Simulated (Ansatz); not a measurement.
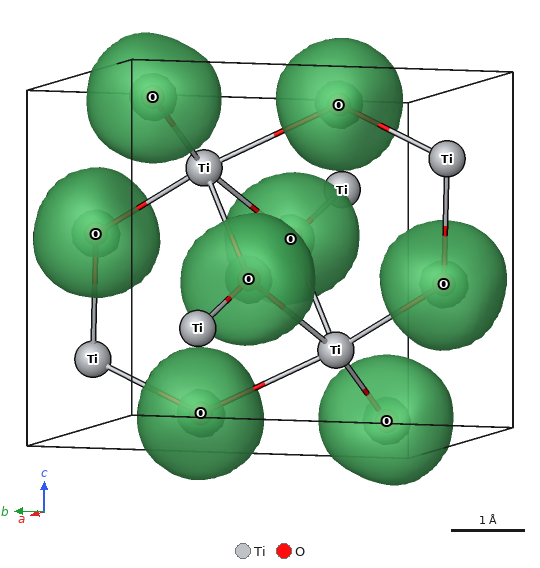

*TiO2. Isosurface of the electron localisation function at 0.65 (green), seen at an oblique angle. Only the valence region is drawn (cores and ρ < 0.01 e/Å³ removed). Sticks mark near contacts.*

Space group Pbcn; a structure from a database of computed crystals, not necessarily the ambient phase; computed pressure about 4 GPa in this cell.

Level of theory: Ansatz 0.2.0, Kohn-Sham DFT of a periodic cell, PBE, Ansatz PAW.

In a PAW calculation such maps are meaningful between the atoms, not at the nuclei.

Question: Where are the electrons localised?

Answer: At this value the surface marks out eight regions wrapped around O (the valence shell of each), counted in one cell of 12 atoms. Regions shared between cells count once. Profiles from the grid: Ti–O (1.88 Å): the ELF peaks at about 0.80 in the valence shell of O, 0.6 Å from its nucleus, and is about 0.25 at the midpoint: no localised pair shows between them. Ti–O (1.95 Å): the ELF peaks at about 0.85 in the valence shell of O, 0.6 Å from its nucleus, and is about 0.20 at the midpoint (no localised pair shows between them).

Question: Does the calculation give a band gap?

Answer: It is gapped, with a Kohn–Sham gap of 2.6 eV on the k-point mesh, an upper bound to the gap of this method.
